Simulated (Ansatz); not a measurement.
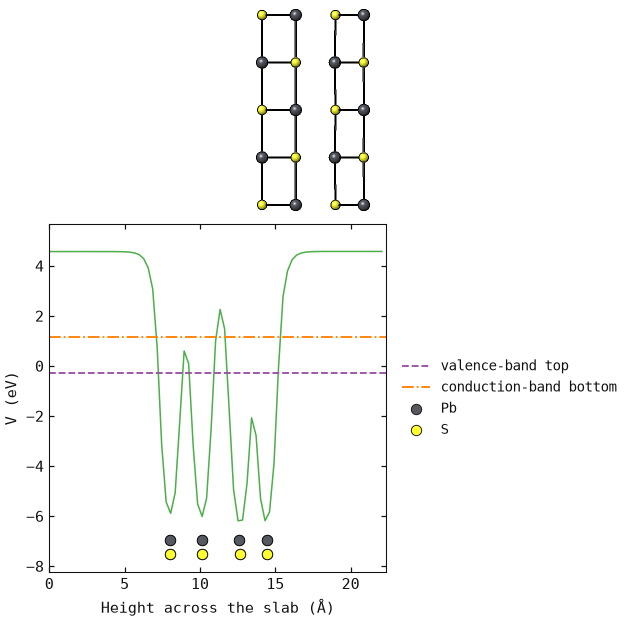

Plane-averaged electrostatic potential energy of an electron across the slab; circles at the bottom mark the heights of the atoms (positions after relaxation). The structure is drawn too.

System: a (110) slab cut from PbS (Fm-3m), ended by PbS planes, 16 atoms in the cell; a = 8.50 Å, b = 6.01 Å, c = 22.37 Å, α = 90.00°, β = 90.00°, γ = 90.00°.

Computed with Ansatz 0.2.0: DFT PBE, scalar-relativistic, plane waves, PAW, no spin polarisation, 2×3×1 k mesh, Gaussian smearing of 0.05 eV.

What are the ionisation potential and the electron affinity of the slab?

Answer. From the vacuum level at the right face the ionisation potential is 4.85 eV and the electron affinity 3.42 eV; the left face gives the same. The slab's gap, their difference before rounding, is 1.43 eV. The two vacuum levels agree, so the slab has no net dipole along its normal.

How thick are slab and vacuum?

Answer. The outermost atoms are 6.4 Å apart, which leaves 15.9 Å of vacuum in a cell 22.4 Å high.

Spin-orbit coupling is left out, which matters for Pb.
